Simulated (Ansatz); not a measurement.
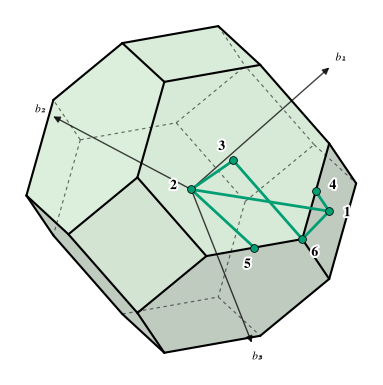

For B, the end point of a relaxation with DFT, LDA (PW92), plane waves (420 eV) with PAW, scalar-relativistic in Ansatz 0.2.0; the starting structure was generated, so it need not be a known form of this composition: the first Brillouin zone of a face-centred cubic lattice (cF; extended symbol cF2) is drawn with its special points numbered. Symmetry computed with spglib at a tolerance of 0.002 Å; standard conventional cell.

a = 2.835 Å, b = 2.835 Å, c = 2.835 Å, α = 90.00°, β = 90.00°, γ = 90.00°.

Labels and path follow the convention of Hinuma et al. (2017), as computed by seekpath; the arrows show the directions of the reciprocal primitive vectors b₁, b₂, b₃, in which coordinates are given.

Give the label and coordinates of each numbered point.

| no. | label | coordinates |
| --- | --- | --- |
| 1 | X | (1/2, 0, 1/2) |
| 2 | Γ | (0, 0, 0) |
| 3 | L | (1/2, 1/2, 1/2) |
| 4 | U | (5/8, 1/4, 5/8) |
| 5 | K | (3/8, 3/8, 3/4) |
| 6 | W | (1/2, 1/4, 3/4) |
